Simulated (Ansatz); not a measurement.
Run report: ZrO2, geometry relaxation (part 1 of 2)

The run: geometry relaxation of ZrO2 (Fm-3m, 3 atoms in the cell). Method and program: DFT PBE, scalar-relativistic, plane waves, PAW, no spin polarisation (Ansatz 0.2.0).

The structure derives from an entry of the Crystallography Open Database.

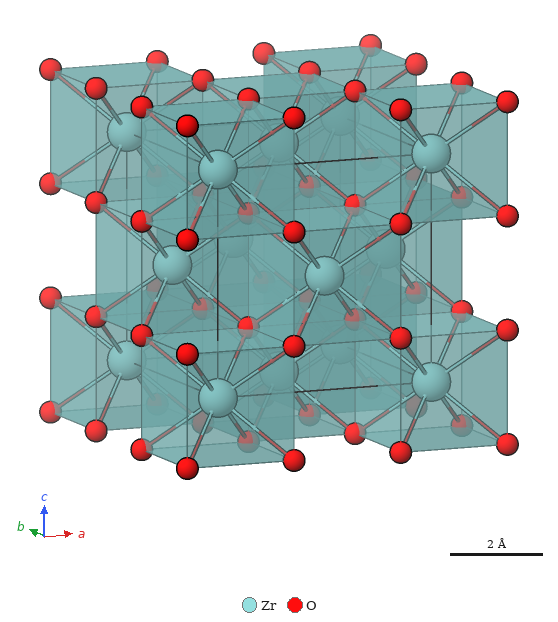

Figure 1. The input geometry (polyhedral view of the cell 4 times as large as that of the calculation, set on its symmetry axes, seen slightly off an axis; polyhedra are completed across the faces of the cell). An atom can appear more than once, as a periodic image.

## Results in brief

```json
{"quantity": "outcome", "value": "converged"}
{"quantity": "space group (tolerance 0.01 Å)", "value": "Fm-3m (225)"}
{"quantity": "electrons treated", "value": "24"}
{"quantity": "free energy", "value": "−5323.8204 eV"}
{"quantity": "Fermi energy", "value": "13.566 eV"}
{"quantity": "gap on the k-point mesh", "value": "3.32 eV"}
{"quantity": "pressure", "value": "0.01 GPa"}
{"quantity": "final volume", "value": "33.47 Å³"}
{"quantity": "largest force (length of the vector) at the end", "value": "under 0.001 eV/Å"}
{"quantity": "final cell", "value": "a = 3.617 Å, b = 3.617 Å, c = 3.617 Å, α = 60.00°, β = 60.00°, γ = 60.00°"}
{"quantity": "hardware", "value": "1 thread of Arm Neoverse V1, 24 GiB of memory available, shared host"}
{"quantity": "wall time", "value": "6.6 s"}
{"quantity": "peak memory", "value": "0.3 GiB"}
```

## The input
```yaml
crystal:
  lattice:
    - [0.0, 2.535, 2.535]
    - [2.535, 0.0, 2.535]
    - [2.535, 2.535, 0.0]
  atoms:
    - { symbol: Zr, position: [0.0, 0.0, 0.0] }
    - { symbol: O, position: [0.25, 0.25, 0.25] }
    - { symbol: O, position: [0.75, 0.75, 0.75] }
basis:
  ecutwfc: 420
kpoints:
  mp_grid: { grid: [8, 8, 8] }
hamiltonian:
  xc: pbe
scf:
  occupations: { method: gaussian, width: 0.02 }
output:
  forces: true
  stress: true
  eigenvalues: true
relax:
  adjacent_minimum: "off"
  f_tol: 0.005
  max_steps: 80
  cell: { stress_tol: 0.05 }
```

Command:
```bash
ansatz run input.yaml --threads 1 --pin off --max-ram 2560MiB --backend cpu --events-out ev --progress --plain --runs-dir out
```

## What the program printed
```
Engine: ansatz 0.2.0, aarch64-unknown-linux-gnu
Pseudopotentials: kind: paw
Pseudopotential: Zr, paw, valence charge 12, recommended cutoff 420 eV (normal), Zr.paw.azcp
Pseudopotential: O, paw, valence charge 6, recommended cutoff 420 eV (normal), O.paw.azcp
Functional definition: PBE
  parameter kappa = 0.804
  parameter beta = 0.06672455060314922
  exchange = pbe_x(kappa = kappa, mu = beta*pi^2/3)
  correlation = pbe_c(beta = beta)
Crystal: 3 atoms, lattice volume = 32.581 Å³
Basis set: ecut = 420 eV, 609 PW (Γ), exchange–correlation on 48×48×48 points (8 copies of the dense FFT grid, shifted against one another)
Bands: 16, of which v1, the nominal top of the filled ones, is band 12 counted from 1 (11 counted from 0)
Symmetry: 48 space group operations
Space group: Fm-3m (ITA 225), of the structure as read, at distance tolerance 3.2e-5 Å
k-points: 29 of 512
Non-local potential: Zr, projectors of the file, l = 0: 3, l = 1: 2, l = 2: 2, l = 3: 2
Non-local potential: O, projectors of the file, l = 0: 2, l = 1: 2, l = 2: 1
PAW form: soft (Blöchl's): semilocal exchange-correlation on the pseudo side does not see the compensation charge
PAW one-centre angular grid: Zr, 590 points (default); XC on 64 Gauss nodes
PAW one-centre angular grid: O, 110 points (default); XC on 64 Gauss nodes
Initial density: superposition of atomic densities (neutral atoms: chi_scale 0, normalization atom), corrected by the library's trained network
Initial wavefunctions: pseudopotential atomic-orbital guess
Functional: x = pbe(κ = 0.804, μ = 0.2195149727645171), c = pbe(β = 0.06672455060314922)
SCF iter   1: F=—  HF=-5323.801817 eV  |F-HF|=—  |Δ(HF+E_count)|=         —  Δρ=2.25e-3  dr2=1.09e-3  ethr=1.77e-3  ⟨swp⟩=6.0  Hψ=2178  notcnv=0
preconditioner: auto → none  [insulator: Δε(μ)=3.425 eV  Ē_g=17.353 eV  σ=0.020 eV  W_gap=1.00  n_scr=14 (ndim 8)  ℏωp=30.5 eV  f_vac=0.023  D(μ)=0.00/eV (n_scr^D=0)  ε∞_Penn≈4.1]
SCF iter   2: F=—  HF=-5323.801804 eV  |F-HF|=—  |Δ(HF+E_count)|=   1.28e-5  Δρ=1.55e-3  dr2=5.97e-4  ethr=4.54e-6  ⟨swp⟩=2.0  Hψ=1158  notcnv=0
SCF iter   3: F=—  HF=-5323.801691 eV  |F-HF|=—  |Δ(HF+E_count)|=   1.13e-4  Δρ=5.99e-4  dr2=1.75e-5  ethr=2.49e-6  ⟨swp⟩=2.0  Hψ=678  notcnv=0
SCF iter   4: F=—  HF=-5323.801645 eV  |F-HF|=—  |Δ(HF+E_count)|=   4.66e-5  Δρ=1.69e-4  dr2=1.62e-6  ethr=7.27e-8  ⟨swp⟩=2.0  Hψ=803  notcnv=0
iter 5 did not close the SCF: its close was put off for the readings that it lacked (scf_convergence_deferred on its scf_iter line)
SCF iter   5: F=-5323.801652 eV  HF=-5323.801652 eV  |F-HF|=2.40e-8  |Δ(HF+E_count)|=   7.49e-6  Δρ=1.46e-5  dr2=2.29e-8  ethr=6.76e-9  ⟨swp⟩=2.0  Hψ=810  notcnv=0
SCF iter   6: F=-5323.801652 eV  HF=-5323.801652 eV  |F-HF|=1.36e-10  |Δ(HF+E_count)|=   3.02e-8  Δρ=2.06e-6  dr2=8.49e-10  ethr=9.54e-11  ⟨swp⟩=2.0  Hψ=1647  notcnv=0
SCF 1 converged in 6 iterations: F = -5323.801652 eV  dr2 = 8.49e-10
  greatest PAW one-centre occupation: 0.995 electrons in one spin orbital (limit 2), on the Zr atom at site 0 (counted from 0), in its partial waves of l = 0
relax step   1: F+E_penalty+E_count = -5323.80165220 eV  Δ(F+E_penalty+E_count) = +0.000e0 eV  max|allowed force component| = 1.927e-18 eV/Å  Δτ_max = 0.0000 Å  P = +6.759 GPa  Ω = 32.581 Å³  (6 SCF iters, dr2 threshold 1.00e-7 eV, accepted)
Crystal: 3 atoms, lattice volume = 33.589 Å³
Basis set: ecut = 420 eV, 645 PW (Γ), exchange–correlation on 48×48×48 points (8 copies of the dense FFT grid, shifted against one another)
Initial density: handed on by an earlier stage of this run
Initial wavefunctions: those handed on with the density
iter 1 solved again at ethr=2.97e-5 eV; its pass at ethr=3.10e-3 eV (dr2=7.12e-3 eV) is discarded
SCF iter   1: F=—  HF=-5323.816232 eV  |F-HF|=—  |Δ(HF+E_count)|=         —  Δρ=5.02e-3  dr2=7.03e-3  ethr=2.97e-5  ⟨swp⟩=1.0  Hψ=2951  notcnv=0
preconditioner: auto → none  [insulator: Δε(μ)=3.263 eV  Ē_g=17.102 eV  σ=0.020 eV  W_gap=1.00  n_scr=14 (ndim 8)  ℏωp=30.1 eV  f_vac=0.030  D(μ)=0.00/eV (n_scr^D=0)  ε∞_Penn≈4.1]
SCF iter   2: F=—  HF=-5323.815257 eV  |F-HF|=—  |Δ(HF+E_count)|=   9.74e-4  Δρ=3.10e-3  dr2=2.90e-3  ethr=2.93e-5  ⟨swp⟩=2.0  Hψ=812  notcnv=0
SCF iter   3: F=—  HF=-5323.814588 eV  |F-HF|=—  |Δ(HF+E_count)|=   6.70e-4  Δρ=7.62e-4  dr2=1.99e-4  ethr=1.21e-5  ⟨swp⟩=2.0  Hψ=760  notcnv=0
SCF iter   4: F=—  HF=-5323.814482 eV  |F-HF|=—  |Δ(HF+E_count)|=   1.05e-4  Δρ=2.18e-4  dr2=1.32e-5  ethr=8.29e-7  ⟨swp⟩=2.0  Hψ=644  notcnv=0
SCF iter   5: F=-5323.814492 eV  HF=-5323.814491 eV  |F-HF|=1.56e-7  |Δ(HF+E_count)|=   9.27e-6  Δρ=2.47e-5  dr2=1.30e-7  ethr=1.25e-9  ⟨swp⟩=3.7  Hψ=2045  notcnv=0
the search or the solves at the SCF's close seem to have found levels that the self-consistency loop had missed (the run counts 1). By its estimate they hold under 1e-12 electrons; where the run keeps them, the occupations were computed again with them
SCF 2 converged in 5 iterations: F = -5323.814492 eV  dr2 = 1.30e-7
relax step   2: F+E_penalty+E_count = -5323.81449152 eV  Δ(F+E_penalty+E_count) = -1.284e-2 eV  max|allowed force component| = 7.710e-18 eV/Å  Δτ_max = 0.0000 Å  P = -1.081 GPa  Ω = 33.589 Å³  energy of the carried Pulay correction = -4.432e-3 eV  (5 SCF iters, dr2 threshold 3.00e-7 eV, accepted)
Crystal: 3 atoms, lattice volume = 33.447 Å³
iter 1 solved again at ethr=6.65e-7 eV; its pass at ethr=3.10e-3 eV (dr2=1.60e-4 eV) is discarded
SCF iter   1: F=—  HF=-5323.815763 eV  |F-HF|=—  |Δ(HF+E_count)|=         —  Δρ=6.92e-4  dr2=1.30e-4  ethr=6.65e-7  ⟨swp⟩=2.3  Hψ=2743  notcnv=0
preconditioner: auto → none  [insulator: Δε(μ)=3.326 eV  Ē_g=17.150 eV  σ=0.020 eV  W_gap=1.00  n_scr=14 (ndim 8)  ℏωp=30.1 eV  f_vac=0.027  D(μ)=0.00/eV (n_scr^D=0)  ε∞_Penn≈4.1]
SCF iter   2: F=—  HF=-5323.815623 eV  |F-HF|=—  |Δ(HF+E_count)|=   1.40e-4  Δρ=4.27e-4  dr2=5.57e-5  ethr=5.41e-7  ⟨swp⟩=2.0  Hψ=696  notcnv=0
SCF iter   3: F=—  HF=-5323.815610 eV  |F-HF|=—  |Δ(HF+E_count)|=   1.32e-5  Δρ=9.90e-5  dr2=3.25e-6  ethr=2.32e-7  ⟨swp⟩=2.0  Hψ=644  notcnv=0
SCF iter   4: F=-5323.815610 eV  HF=-5323.815610 eV  |F-HF|=8.23e-8  |Δ(HF+E_count)|=   3.09e-9  Δρ=2.73e-5  dr2=1.95e-7  ethr=1.25e-9  ⟨swp⟩=3.0  Hψ=1787  notcnv=0
SCF 3 converged in 4 iterations: F = -5323.815610 eV  dr2 = 1.95e-7
relax step   3: F+E_penalty+E_count = -5323.81560959 eV  Δ(F+E_penalty+E_count) = -1.118e-3 eV  max|allowed force component| = 8.288e-18 eV/Å  Δτ_max = 0.0000 Å  P = -0.038 GPa  Ω = 33.447 Å³  energy of the carried Pulay correction = -3.813e-3 eV  (4 SCF iters, dr2 threshold 3.00e-7 eV, accepted)
Basis set: ecut = 420 eV, 645 PW (Γ), exchange–correlation on 50×50×50 points (8 copies of the dense FFT grid, shifted against one another)
Initial wavefunctions: pseudopotential atomic-orbital guess (no wavefunctions were taken with the density)
iter 1 solved again at ethr=4.85e-8 eV; its pass at ethr=3.10e-3 eV (dr2=1.16e-5 eV) is discarded
SCF iter   1: F=—  HF=-5323.819863 eV  |F-HF|=—  |Δ(HF+E_count)|=         —  Δρ=3.16e-4  dr2=4.02e-6  ethr=4.85e-8  ⟨swp⟩=3.4  Hψ=3578  notcnv=0
preconditioner: auto → none  [insulator: Δε(μ)=3.320 eV  Ē_g=17.148 eV  σ=0.020 eV  W_gap=1.00  n_scr=14 (ndim 8)  ℏωp=30.1 eV  f_vac=0.025  D(μ)=0.00/eV (n_scr^D=0)  ε∞_Penn≈4.1]
SCF iter   2: F=—  HF=-5323.820050 eV  |F-HF|=—  |Δ(HF+E_count)|=   1.88e-4  Δρ=1.56e-4  dr2=1.84e-6  ethr=1.67e-8  ⟨swp⟩=2.0  Hψ=696  notcnv=0
SCF iter   3: F=—  HF=-5323.820069 eV  |F-HF|=—  |Δ(HF+E_count)|=   1.90e-5  Δρ=8.56e-5  dr2=7.48e-7  ethr=7.65e-9  ⟨swp⟩=2.0  Hψ=660  notcnv=0
SCF iter   4: F=—  HF=-5323.820075 eV  |F-HF|=—  |Δ(HF+E_count)|=   5.76e-6  Δρ=1.08e-5  dr2=9.33e-9  ethr=3.12e-9  ⟨swp⟩=2.0  Hψ=686  notcnv=0
SCF iter   5: F=—  HF=-5323.820075 eV  |F-HF|=—  |Δ(HF+E_count)|=   7.12e-8  Δρ=1.69e-6  dr2=4.05e-10  ethr=3.89e-11  ⟨swp⟩=2.1  Hψ=659  notcnv=0
SCF iter   6: F=-5323.820075 eV  HF=-5323.820075 eV  |F-HF|=3.64e-12  |Δ(HF+E_count)|=  5.94e-10  Δρ=1.02e-7  dr2=2.52e-12  ethr=1.00e-12  ⟨swp⟩=4.0  Hψ=2305  notcnv=0
SCF 4 converged in 6 iterations: F = -5323.820075 eV  dr2 = 2.52e-12
relax step   4: F+E_penalty+E_count = -5323.82007516 eV  Δ(F+E_penalty+E_count) = -4.466e-3 eV  max|allowed force component| = 8.481e-18 eV/Å  Δτ_max = 0.0000 Å  P = +0.185 GPa  Ω = 33.447 Å³  stress off target by 1.85e-1 GPa  SCF on the basis re-selected at this cell (its energy is not comparable with the rows above)  (6 SCF iters)
basis re-selected at this cell: Δ(F+E_penalty+E_count) = -4.466e-3 eV, ΔP = +0.224 GPa vs the last step (what re-selecting the basis moved, of the pressure what is left beyond the Pulay correction that the steps carried, after the strain that the cell walked since its last selection, with what the two solves' SCF thresholds leave and, on support functions, any second-order correction that the steps lacked; it is no measure of the basis error at this ecutwfc). The dense FFT grid was sized anew with the basis: this SCF ran on 25×25×25 points, the steps before it on 24×24×24, so part of this shift can come from that change (see relax.cell in the input reference). This SCF's stress stands 1.85e-1 GPa from its target on what of the cell is left free (relax.cell.stress_tol is 5.00e-2 GPa) and its largest allowed force component is 8.48e-18 eV/Å (relax.f_tol is 5.00e-3 eV/Å): not within both, so this SCF does not close the relaxation
Crystal: 3 atoms, lattice volume = 33.472 Å³
iter 1 solved again at ethr=2.22e-8 eV; its pass at ethr=3.10e-3 eV (dr2=5.32e-6 eV) is discarded
SCF iter   1: F=—  HF=-5323.819872 eV  |F-HF|=—  |Δ(HF+E_count)|=         —  Δρ=1.24e-4  dr2=4.28e-6  ethr=2.22e-8  ⟨swp⟩=2.2  Hψ=2736  notcnv=0
preconditioner: auto → none  [insulator: Δε(μ)=3.316 eV  Ē_g=17.142 eV  σ=0.020 eV  W_gap=1.00  n_scr=14 (ndim 8)  ℏωp=30.1 eV  f_vac=0.025  D(μ)=0.00/eV (n_scr^D=0)  ε∞_Penn≈4.1]
SCF iter   2: F=—  HF=-5323.819982 eV  |F-HF|=—  |Δ(HF+E_count)|=   1.09e-4  Δρ=8.14e-5  dr2=2.01e-6  ethr=1.78e-8  ⟨swp⟩=2.0  Hψ=696  notcnv=0
SCF iter   3: F=—  HF=-5323.819981 eV  |F-HF|=—  |Δ(HF+E_count)|=   4.70e-7  Δρ=1.80e-5  dr2=1.13e-7  ethr=8.36e-9  ⟨swp⟩=2.0  Hψ=642  notcnv=0
SCF iter   4: F=-5323.819981 eV  HF=-5323.819981 eV  |F-HF|=3.29e-9  |Δ(HF+E_count)|=   1.07e-8  Δρ=5.11e-6  dr2=7.34e-9  ethr=3.57e-10  ⟨swp⟩=4.0  Hψ=1392  notcnv=0
SCF 5 converged in 4 iterations: F = -5323.819981 eV  dr2 = 7.34e-9
```
